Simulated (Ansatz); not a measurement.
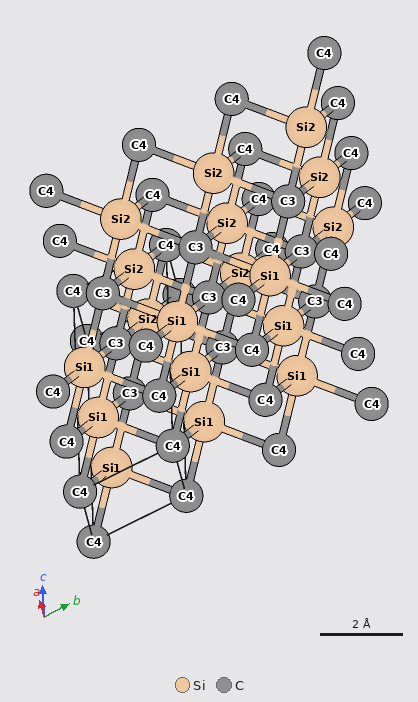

Fig. 1: The structure as given in the input (ball-and-stick view of the cell of the calculation, repeated 3 × 3 × 1, seen at an oblique angle; atoms are numbered from 1 in the order of the input). Near neighbours in the crystal (not all of them lie inside the picture): Si has 6 C at 2.03 Å; C has 6 Si at 2.03 Å.

## Single-point calculation of SiC

System: SiC (4 atoms in the cell).
Method: DFT PBE, scalar-relativistic, plane waves, PAW, no spin polarisation (Ansatz 0.2.0).

The structure was made by a generator, so it may or may not be a known phase. Figures and captions count atoms from 1; the log counts them from 0 in places.

## Log
```
Engine: ansatz 0.2.0, aarch64-unknown-linux-gnu
Pseudopotentials: kind: paw
Pseudopotential: Si, paw, valence charge 4, recommended cutoff 420 eV (normal), Si.paw.azcp
Pseudopotential: C, paw, valence charge 4, recommended cutoff 420 eV (normal), C.paw.azcp
Functional definition: PBE
  parameter kappa = 0.804
  parameter beta = 0.06672455060314922
  exchange = pbe_x(kappa = kappa, mu = beta*pi^2/3)
  correlation = pbe_c(beta = beta)
Crystal: 4 atoms, lattice volume = 33.385 Å³
Basis set: ecut = 420 eV, 663 PW (Γ), exchange–correlation on 40×40×72 points (8 copies of the dense FFT grid, shifted against one another)
Bands: 12, of which v1, the nominal top of the filled ones, is band 8 counted from 1 (7 counted from 0)
Symmetry: 8 space group operations
Space group: I4/mmm (ITA 139), of the structure as read, at distance tolerance 3.2e-5 Å
k-points: 114 of 384
Non-local potential: Si, projectors of the file, l = 0: 2, l = 1: 2, l = 2: 2
Non-local potential: C, projectors of the file, l = 0: 2, l = 1: 2, l = 2: 1
PAW form: soft (Blöchl's): semilocal exchange-correlation on the pseudo side does not see the compensation charge
PAW one-centre angular grid: Si, 110 points (default); XC on 64 Gauss nodes
PAW one-centre angular grid: C, 110 points (default); XC on 64 Gauss nodes
Initial density: superposition of atomic densities (neutral atoms: chi_scale 0, normalization atom), corrected by the library's trained network
Initial wavefunctions: pseudopotential atomic-orbital guess
Functional: x = pbe(κ = 0.804, μ = 0.2195149727645171), c = pbe(β = 0.06672455060314922)
SCF iter   1: F=—  HF=-1771.378498 eV  |F-HF|=—  |Δ(HF+E_count)|=         —  Δρ=5.87e-3  dr2=1.22e-2  ethr=1.77e-3  ⟨swp⟩=5.1  Hψ=8412  notcnv=0
preconditioner: auto → none  [metal: Δε(μ)=0.015 eV  Ē_g=12.320 eV  σ=0.200 eV  W_gap=0.04  n_scr=2 (ndim 8)  ℏωp=25.7 eV  f_vac=0.000  D(μ)=0.58/eV (n_scr^D=2)  sad-step TF]
SCF iter   2: F=—  HF=-1771.375647 eV  |F-HF|=—  |Δ(HF+E_count)|=   2.85e-3  Δρ=1.98e-3  dr2=1.27e-3  ethr=7.64e-5  ⟨swp⟩=1.8  Hψ=2879  notcnv=0
SCF iter   3: F=—  HF=-1771.375529 eV  |F-HF|=—  |Δ(HF+E_count)|=   1.18e-4  Δρ=3.78e-4  dr2=1.72e-5  ethr=7.95e-6  ⟨swp⟩=2.1  Hψ=2107  notcnv=0
SCF iter   4: F=—  HF=-1771.375541 eV  |F-HF|=—  |Δ(HF+E_count)|=   1.24e-5  Δρ=1.83e-5  dr2=4.50e-8  ethr=1.07e-7  ⟨swp⟩=2.4  Hψ=2109  notcnv=0
iter 5 did not close the SCF: its close was put off for the readings that it lacked (scf_convergence_deferred on its scf_iter line)
SCF iter   5: F=-1771.375541 eV  HF=-1771.375541 eV  |F-HF|=1.01e-10  |Δ(HF+E_count)|=   9.10e-8  Δρ=1.22e-6  dr2=1.87e-10  ethr=2.81e-10  ⟨swp⟩=2.5  Hψ=2314  notcnv=0
SCF iter   6: F=-1771.375541 eV  HF=-1771.375541 eV  |F-HF|=3.64e-12  |Δ(HF+E_count)|=  2.53e-10  Δρ=1.41e-7  dr2=1.60e-12  ethr=1.17e-12  ⟨swp⟩=1.0  Hψ=4117  notcnv=0
SCF 1 converged in 6 iterations: F = -1771.375541 eV  dr2 = 1.60e-12
  greatest PAW one-centre occupation: 0.645 electrons in one spin orbital (limit 2), on the C atom at site 3 (counted from 0), in its partial waves of l = 0
```

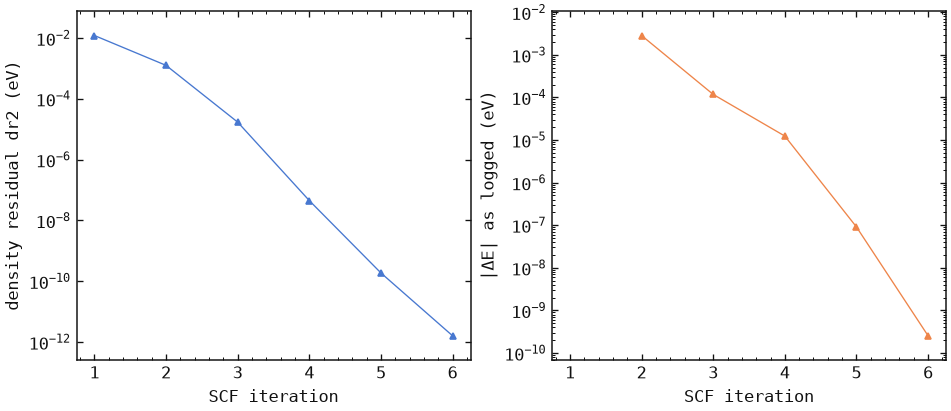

Fig. 2: Convergence of the self-consistent field: density residual dr2 and size of the energy change against the SCF iteration. The residual falls at every step.

```
SCF converged after 6 iterations
Free energy (F): -1771.375541 eV
Harris-Foulkes:  -1771.375541 eV  (|F-HF|=3.64e-12)
Internal energy: -1771.363780 eV  (E = F + TS)
E sigma→0 (E₀):  -1771.369661 eV
Entropy (-TS):   -0.011761 eV (-2.940 meV/atom)
Fermi energy:    13.985569 eV
--- Per-component energies (eV) ---
  E_band       = 108.821731
  E_kinetic    = 278.289164
  E_local      = -106.887907  (includes V_loc(G=0)·N_el)
  E_nonlocal   = 99.319078
  E_hartree    = 38.861352
  E_xc         = -212.971584
  E_vxc        = -221.775029  (∫ρ·V_xc dr)
  E_paw        = -1223.441543  (= ΣΔE_a)
  E_vpaw       = -17.846303  (= ΣTr[D̂ρ^β])
  E_aug_tail   = 0.000024  (compensation charges beyond the density's cutoff)
  E_ewald      = -644.532365
  E_smearing   = -0.011761  (= −TS)
  E_closure    = 0.000000  (closes the sum)
  Σ components = -1771.375541   (vs F -1771.375541, Δ=0.00e0)
--- Forces (eV/Å), atoms counted from 1 ---
  atom   1  Si     0.00000000     0.00000000     0.00000000
  atom   2  Si     0.00000000     0.00000000     0.00000000
  atom   3  C      0.00000000    -0.00000000     0.00000000
  atom   4  C      0.00000000     0.00000000    -0.00000000
  max |Σ_I F_I| component: 7.89e-31 eV/Å
--- Stress (GPa, compression-positive) ---
        0.300626       0.000000      -0.086745
        0.000000       0.391303       0.000000
       -0.086745       0.000000       0.572625
  P = ⅓ Tr σ = 0.4215 GPa (4.215 kbar)
--- Band table (eV; the first three rows and the last of 114) ---
  k-point 0: bands = ["-4.3803", "0.7702", "2.5210", "12.9719", "12.9734", "14.0047", "14.0089", "14.0100", "19.2613", "19.2662", "19.8766", "21.3661"]
  k-point 1: bands = ["-4.2121", "-0.3361", "3.9046", "13.0170", "13.0182", "13.0924", "13.9034", "13.9061", "19.4991", "19.5042", "19.9405", "21.5919"]
  k-point 2: bands = ["-3.7093", "-1.7367", "6.1200", "11.0056", "13.1542", "13.1546", "13.6565", "13.6582", "20.1528", "20.1971", "20.2031", "21.1540"]
  k-point 113: bands = ["0.8868", "0.8868", "5.0691", "5.0691", "8.7514", "8.7514", "10.9423", "10.9423", "15.7949", "15.7949", "21.7252", "21.7252"]
```

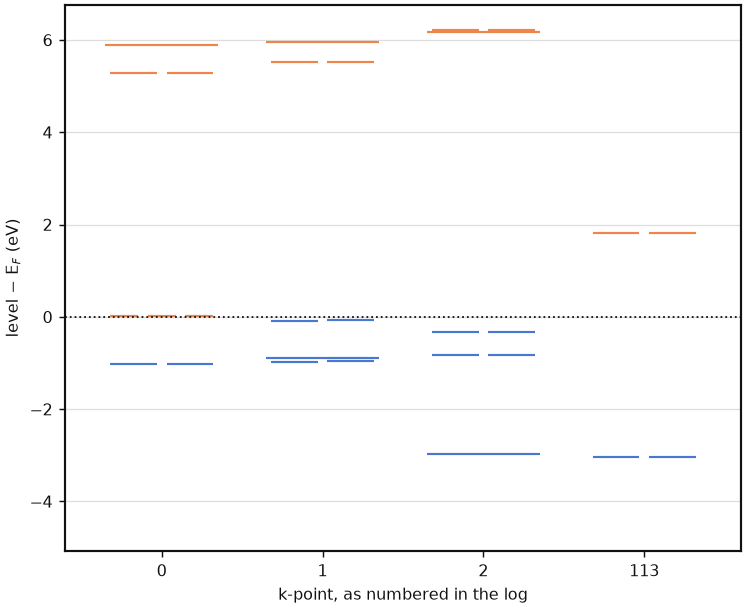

Fig. 3: Kohn–Sham levels near the Fermi level (dotted) at the few k-points that the log prints; levels within 0.02 eV of each other stand side by side. The system is metallic on the full mesh.

The run was set up as follows.

## Input
```yaml
crystal:
  lattice:
    - [-1.4344507242, 1.4344507242, 2.0280771166]
    - [-1.4344507242, -1.4344507242, 2.0280771166]
    - [2.8689014484, 0.0, 4.0561542332]
  atoms:
    - { symbol: Si, position: [0.25, 0.25, 0.25] }
    - { symbol: Si, position: [0.75, 0.75, 0.75] }
    - { symbol: C, position: [0.5, 0.5, 0.5] }
    - { symbol: C, position: [0.0, 0.0, 0.0] }
basis:
  ecutwfc: 420
kpoints:
  mp_grid: { grid: [8, 8, 6] }
hamiltonian:
  xc: pbe
scf:
  occupations: { method: gaussian, width: 0.2 }
  lower_state_search: "off"
output:
  forces: true
  stress: true
  eigenvalues: true
```

Launched with:
```bash
ansatz run input.yaml --threads 1 --pin off --max-ram 2560MiB --backend cpu --events-out ev --progress --plain --runs-dir out
```

## Summary

```tsv
quantity	value
outcome	converged
space group (tolerance 0.01 Å)	Fm-3m (225)
electrons treated	16
free energy	−1771.3755 eV
Fermi energy	13.986 eV
gap on the k-point mesh	none (metallic)
pressure	0.42 GPa
largest force (length of the vector)	under 0.001 eV/Å
hardware	1 thread of Arm Neoverse V2, 24 GiB of memory available, shared host
wall time	2.1 s
peak memory	0.31 GiB
```
